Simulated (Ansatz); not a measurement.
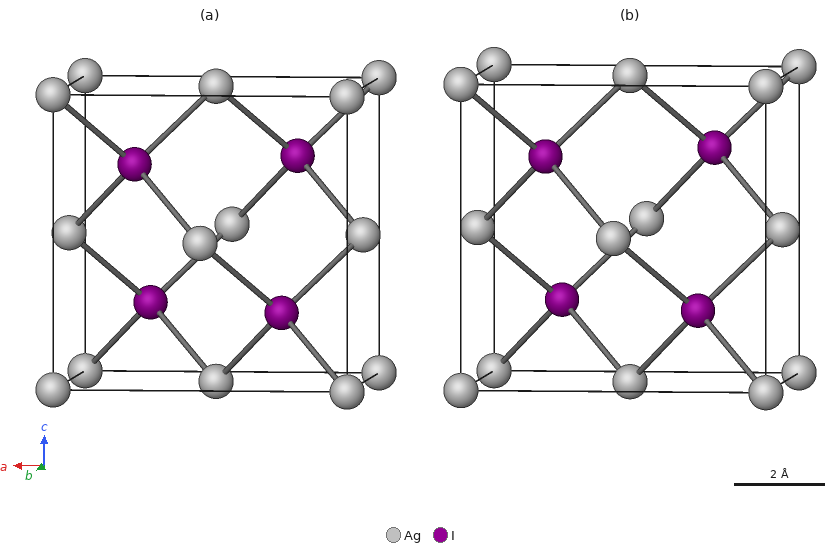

Left: a crystal of AgI (built on the measured structure type) at its r2SCAN-relaxed geometry. Right: the same structure after one change, at the same scale. A ball-and-stick model of the conventional cell (4 times the calculation's cell), seen from a free direction. Lengths and directions refer to the drawn axes.

Theory: DFT, r2SCAN, plane waves, PAW (Ansatz 0.2.0). Settings: plane-wave cutoff 500 eV; k-point mesh 6 × 6 × 6; occupations fixed; no spin polarisation.

### Which change leads from the left to the right?

All lengths are scaled by +3.7 % (volume +11.6 %). The atoms were relaxed with r2SCAN under that strain, and this is a single point on that geometry.

### How do the computed properties respond?

It costs 34.7 meV per atom. The pressure goes from 0.0 to −2.4 GPa. All forces vanish by symmetry. Near-neighbour distances before and after: Ag–I 2.848 → 2.954 Å. The space group stays F-43m (No. 216).
